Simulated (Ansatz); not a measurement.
InSe: several calculations on one system

**1. Relaxation**

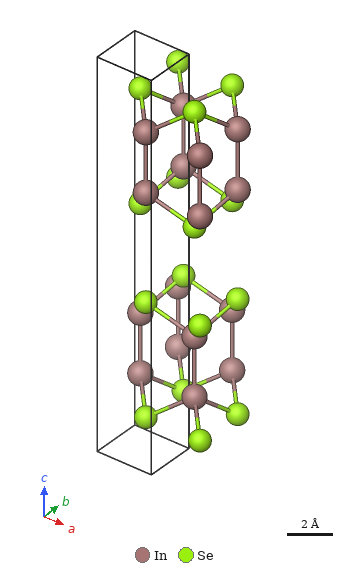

Starting structure of a crystal of InSe (set up in P6_3/mmc). The picture is a ball-and-stick view of the cell of the calculation, repeated 2 × 2 × 1 with one cell outlined, seen from a free direction.

Case: volume × 1.03, shape and atoms relaxed.

Method: DFT PBE, scalar-relativistic, plane waves, PAW in Ansatz.

Input file:
```yaml
crystal:
  lattice:
    - [4.1301221312, 0.0, 0.0]
    - [-2.0650610656, 3.5767906863, 0.0]
    - [0.0, 0.0, 18.5852356572]
  atoms:
    - { symbol: In, position: [0.3333333333, 0.6666666667, 0.1732335415] }
    - { symbol: In, position: [0.6666666667, 0.3333333333, 0.6732335415] }
    - { symbol: In, position: [0.3333333333, 0.6666666667, 0.3267664585] }
    - { symbol: In, position: [0.6666666667, 0.3333333333, 0.8267664585] }
    - { symbol: Se, position: [0.3333333333, 0.6666666667, 0.6041695144] }
    - { symbol: Se, position: [0.6666666667, 0.3333333333, 0.1041695144] }
    - { symbol: Se, position: [0.3333333333, 0.6666666667, 0.8958304856] }
    - { symbol: Se, position: [0.6666666667, 0.3333333333, 0.3958304856] }
basis:
  ecutwfc: 420
kpoints:
  mp_grid: { grid: [12, 12, 2] }
hamiltonian:
  xc: pbe
scf:
  occupations: { method: gaussian, width: 0.02 }
output:
  forces: true
  stress: true
  eigenvalues: true
  write_density: true
  write_potential: true
  elf: true
  volumetric_format: npy
relax:
  adjacent_minimum: "off"
  f_tol: 0.01
  max_steps: 30
  cell: { stress_tol: 0.1, fix: [volume] }
```

Run as
```bash
ansatz run input.yaml --threads 2 --pin off --max-ram 5120MiB --backend cpu --events-out ev --progress --plain --runs-dir out
```

Question: Where does the relaxation end?

Answer: The largest moves relative to the cell, 0.080 Å, are those of Se5, Se6, Se7 and Se8. Se7 goes along −c. By element the largest moves are Se 0.080 Å, In 0.043 Å. The drawn cell changes at constant volume: a = b 4.130 → 4.089 Å (−1.0 %), c 18.585 → 18.963 Å (+2.0 %). Some distances before and after: In1–In3 2.853 → 2.826 Å, In1–Se6 2.708 → 2.682 Å. The space group stays P6_3/mmc (No. 194). The energy falls by 3.5 meV per atom in 3 accepted moves (5 points after the start). Largest force component: 0.2 eV/Å at the start, 0.0029 eV/Å at the end. The pressure goes from −1.10 to −0.03 GPa. The line search rejected the trial step at point 1 of the run. The SCF was repeated once at an unchanged geometry on a basis and grid sized afresh for the cell, which shifted the energy by less than 0.05 meV per atom at most.

History of the run:

```
step  E − E(0), meV/atom  largest force component, eV/Å  pressure, GPa                      note
   0                0.00                         0.2001          -1.10                          
   1                4.34                         0.3032           0.94                  rejected
   2               -3.15                         0.0044          -0.26                          
   3               -3.43                         0.0134          -0.06                          
   4               -3.47                         0.0028          -0.03                          
   5               -3.47                         0.0029          -0.03  same geometry, new basis
```

After the run, drawn alike:

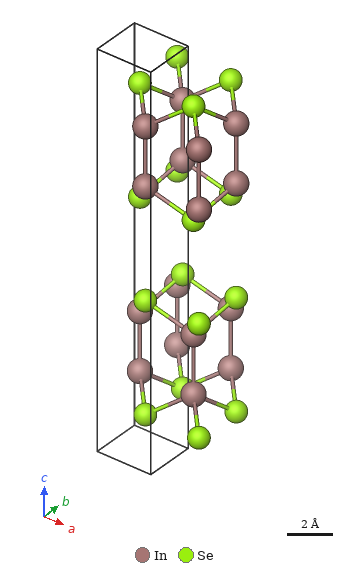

Limits of the set-up: layers or molecules are held without a dispersion correction, so their spacing is unreliable.

**2. Relaxation**

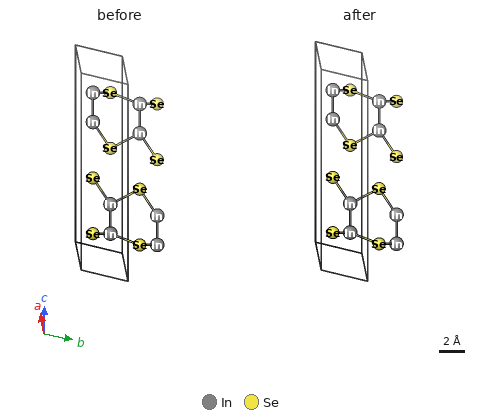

The structure of crystalline InSe (set up in P6_3/mmc) before (left) and after (right) a relaxation, at one scale.

A ball-and-stick model of the cell of the calculation, repeated 1 × 2 × 1 with one cell outlined, seen from a free direction.

Case: volume × 1.06, shape and atoms relaxed.

Computed with Ansatz 0.2.0, DFT PBE, scalar-relativistic, plane waves, PAW. Set-up: plane-wave cutoff 420 eV; k-point mesh 12 × 12 × 2; occupations gaussian; smearing width 0.02 eV; no spin polarisation; cell relaxed at fixed volume; force threshold 0.01 eV/Å; at most 30 steps.

Summarise the run.

The largest moves relative to the cell, 0.076 Å, are those of Se atoms. Largest moves by element: Se 0.076 Å, In 0.040 Å. The drawn cell changes at constant volume: a = b 4.128 → 4.090 Å (−0.9 %), c 19.146 → 19.505 Å (+1.9 %). Near-neighbour distances that change, for instance: In–In 2.853 → 2.827 Å, In–Se 2.707 → 2.682 Å. The space group stays P6_3/mmc (No. 194). The energy falls by 25.4 meV per cell of the calculation in 3 accepted moves (5 points after the start). The largest force component goes from 0.19 to 0.0014 eV/Å. Pressure: −1.07 GPa at the start and −0.08 GPa at the end. The line search rejected the trial step at point 1 of the run. At 1 point the geometry stayed and the basis and grid were re-selected for the new cell (energy shift of less than 0.05 meV per cell of the calculation at most each time).

Limits of the set-up: layers or molecules are held without a dispersion correction, so their spacing is unreliable.

**3. A change**

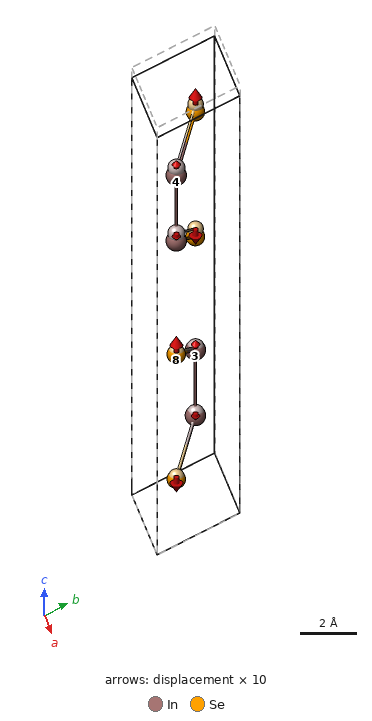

Crystalline InSe (set up in P6_3/mmc), drawn pale, and a changed version of it, drawn solid. The red arrows show how the atoms are displaced (without the part that the change of the cell carries along), magnified 10 times. Style: ball-and-stick. Shown: the cell of the calculation, from a free direction.

Computed with DFT PBE, scalar-relativistic, plane waves, PAW in Ansatz. (plane-wave cutoff 420 eV; k-point mesh 12 × 12 × 2; occupations gaussian; smearing width 0.02 eV; no spin polarisation)

**What was done to the structure, and with what result?**

The volume is changed by −3.0 %. The cell's shape and the atoms are relaxed at that volume. The energy changes by less than 1 meV per atom. Pressure: 0.0 GPa before, 0.2 GPa after. The volume changes by −3.0 %, with a = b 4.090 → 4.077 Å (−0.3 %), c 18.403 → 17.963 Å (−2.4 %). The largest moves relative to the cell, 0.069 Å, are those of Se atoms. By element the largest moves are Se 0.069 Å, In 0.032 Å. The space group stays P6_3/mmc (No. 194).

Limits of the set-up: layers or molecules are held without a dispersion correction, so their spacing is unreliable.
